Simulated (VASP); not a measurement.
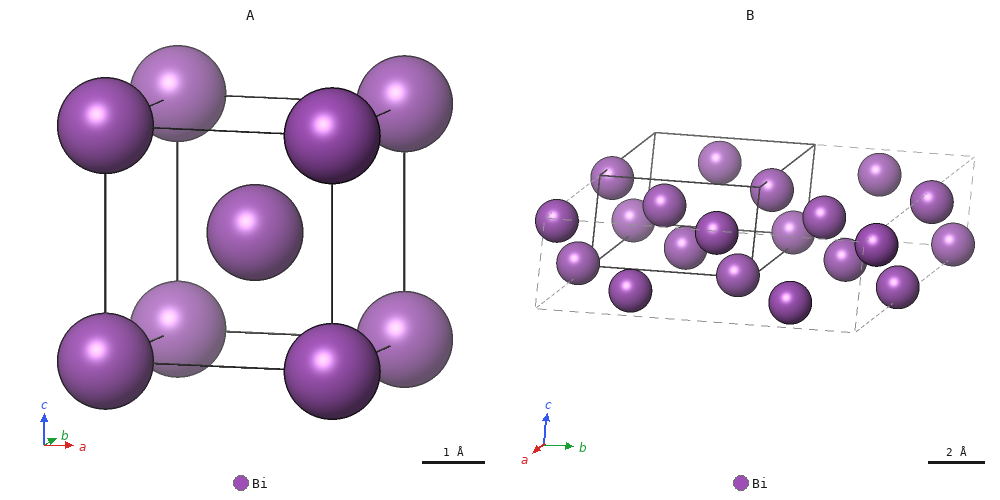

Two structures of Bi, each relaxed (cell and atoms) at zero pressure; conventional cells in solid outline, small ones repeated, each panel with its own scale. Alike in all runs: VASP 6.6.1; functional LDA; VASP's PAW LDA potentials, release 64 (Bi_d); cutoff 600 eV; occupations fermi-dirac, width 0.05 eV; no spin polarisation; no spin-orbit coupling. The k meshes have like spacings.

> Give the type and space group of each panel.

A: body-centred cubic (W type), Im-3m; B: 4 atoms a cell on a base-centred monoclinic lattice, C2/m.

> Which of these is lowest in energy, and how far above it do the others lie?

B, then A (+63 meV/atom), static energies at zero smearing.

> Could pressure favour another of these structures?

A is denser (29.4 against 31.7 Å³/atom), so pressure favours it. Setting PΔV equal to ΔE at fixed volumes gives a first estimate of 4.4 GPa for the crossing; compression of both forms, other phases and heat would move it.

> Collect the results in a table.

| panel | space group | E − E(lowest) (meV/atom) | volume (Å³/atom) |
| --- | --- | --- | --- |
| B | C2/m | 0 | 31.7 |
| A | Im-3m | 63 | 29.4 |

The starts are database entries or structure types tried for this composition, and the most stable form need not be among them.

Caveat: spin-orbit coupling is left out, which matters for Bi, in volumes and forces too.
